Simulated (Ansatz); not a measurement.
# Nudged elastic band of C18N (part 3 of 3)

Continued. System: C18N (slab, 19 atoms in the cell). Method: DFT LDA, scalar-relativistic, plane waves, PAW, spin-polarised (Ansatz 0.2.0); cutoff 420 eV, 2×2×1 k-mesh, Gaussian smearing of 0.02 eV, collinear spins. The run did not end well. It belongs to a series of runs on one base structure; here: band between the two ends.

Geometry of the input (Å; fractional positions):
```
7.3980  0.0000  0.0000
-3.6990  6.4069  0.0000
0.0000  0.0000  13.0000
C  0.0011  0.0062  0.0746
C  0.2253  0.1182  0.0746
C  -0.0065  0.3355  0.0987
C  0.2328  0.4551  0.0986
C  0.0011  0.6724  0.0746
C  0.2252  0.7845  0.0746
C  0.3369  0.0072  0.0717
C  0.5568  0.1171  0.0706
C  0.3386  0.3377  0.0762
C  0.5575  0.4505  0.0695
C  0.3385  0.6783  0.0762
C  0.5575  0.7845  0.0695
C  0.6688  0.0061  0.0695
C  0.8878  0.1124  0.0763
C  0.6688  0.3402  0.0695
C  0.8878  0.4529  0.0763
C  0.6695  0.6735  0.0706
C  0.8894  0.7835  0.0717
N  0.1133  0.3954  0.1918
```

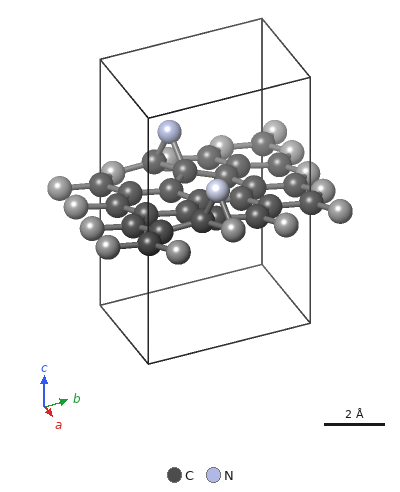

Fig. 1: The structure as given in the input (ball-and-stick view of the cell of the calculation, with the vacuum cut short, seen slightly off an axis; neighbours outside the cell are drawn fainter). An atom can appear more than once, as a periodic image.

The last band as extended XYZ, continued
```
19
Lattice="7.3980 0.0000 0.0000 -3.6990 6.4069 0.0000 0.0000 0.0000 13.0000" Properties=species:S:1:pos:R:3:forces:R:3 image=4 energy=-4742.61639
C    -0.0041    0.0439    0.9172    0.0022  -0.0031   0.0018
C     1.2159    0.7483    0.9318    0.0000  -0.0010   0.0029
C    -1.2398    2.1748    0.9039    0.0049   0.0027   0.0019
C    -0.0129    2.8556    0.9922   -0.0020  -0.0057  -0.0042
C    -2.4754    4.3150    0.9038    0.0003   0.0031  -0.0015
C    -1.2724    5.0372    0.9916   -0.0055   0.0001   0.0020
C     2.4526    0.0368    0.9699   -0.0025  -0.0030   0.0003
C     3.6964    0.7548    0.9703    0.0077   0.0054  -0.0024
C     1.2181    2.1751    0.9701   -0.0006  -0.0002   0.0010
C     2.4620    2.8932    0.9701    0.0042  -0.0046  -0.0027
C    -0.0559    4.2853    1.2836   -0.0007  -0.0019  -0.0032
C     1.2718    5.0517    1.2822    0.0062  -0.0052   0.0019
C     4.9277    0.0743    0.9912   -0.0009   0.0083  -0.0015
C     6.1545    0.7552    0.9034   -0.0038  -0.0031  -0.0011
C     3.6987    2.1816    0.9327   -0.0005  -0.0014  -0.0006
C     4.9188    2.8859    0.9184   -0.0025   0.0037  -0.0011
C     2.4885    4.2995    0.9906   -0.0060   0.0065   0.0050
C     3.6913    5.0216    0.9031    0.0008  -0.0003  -0.0007
N     0.6089    4.6689    2.4939   -0.0014  -0.0003   0.0023
```

Outcome

| quantity | value |
| --- | --- |
| outcome | not converged |
| barrier, forward (band not converged) | 1.095 eV |
| barrier, backward | 1.095 eV |
| wall time | 28 min (CPU time 43 min) |
| peak memory | 1.7 GiB |

What went wrong

The run did not converge: “NEB band did not converge after 49 iterations: max|band force component| = 8.55e-2 eV/Å (threshold 5.0e-2); raise `neb.max_iterations` in a new run, which can start from the last band evaluated (`neb.initial_path`, with `crystal.atoms` and `neb.final_atoms` set to its first and last images), add images, or start from endpoints closer to local minima …” Its last values are not results.
